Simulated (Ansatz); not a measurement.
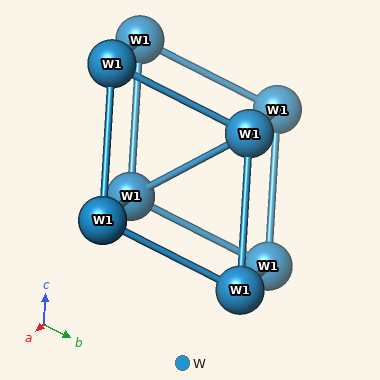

The system is W (Im-3m, No. 229; 1 atom in the cell); the picture shows the reference structure. The energy is mapped over two homogeneous strains (x, y and z along the cube axes). Coordinates scanned: (1) equal engineering shear yz, xz and xy; (2) equal normal strain along x, y and z. Nothing is relaxed (symmetry fixes all fractional coordinates). Grid: 7 × 7 points. Points are written as (first, second). Energies are in meV/atom, from the lowest grid point. Level of theory: DFT LDA, scalar-relativistic, plane waves, PAW (Ansatz). Settings: cutoff 420 eV, k-mesh 20×20×20, gaussian smearing 0.15 eV, no spin polarisation.

Its coordinates:

```
CELL_PARAMETERS angstrom
-1.56808 1.56808 1.56808
1.56808 -1.56808 1.56808
1.56808 1.56808 -1.56808
ATOMIC_POSITIONS crystal
W 0.00000 0.00000 0.00000
```

Range: equal engineering shear yz, xz and xy from −7.00 to 7.00 %; equal normal strain along x, y and z from −3 to 3 %.

> What landscape does the calculation give?

The lowest grid point is at (0.00 %, 0 %). It is the only kind of minimum in the scanned range. The highest grid point, (−7.00 %, −3 %), lies 332 meV/atom above the lowest. Round the minimum the two coordinates are nearly uncoupled.

```tsv
second ↓, first →	−7.00	−4.67	−2.33	0.00	2.33	4.67	7.00
3	212	158	129	121	128	149	180
2	160	98	65	56	65	89	125
1	134	63	26	15	25	53	95
0	135	55	13	0	12	44	92
−1	166	76	29	15	28	64	119
−2	231	130	77	61	76	116	179
−3	332	220	160	142	159	204	275
```

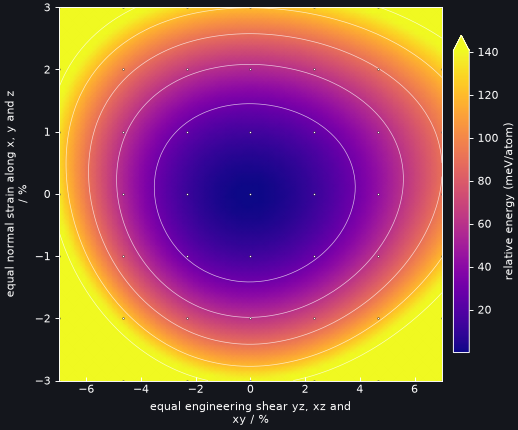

The picture shows a smooth colour map with a few white contour lines, dots at the grid points, one colour for all values above the top of the scale. Between grid points the surface is interpolated.

Each point was launched as `ansatz run input.yaml --threads 1 --pin off --max-ram 2048MiB --backend cpu --events-out ev --progress --plain --runs-dir out`. The whole map (49 points run) took 6.8 min on 1 thread of Arm Neoverse V1, with other jobs on the host.

PAW datasets: the set soft_1.
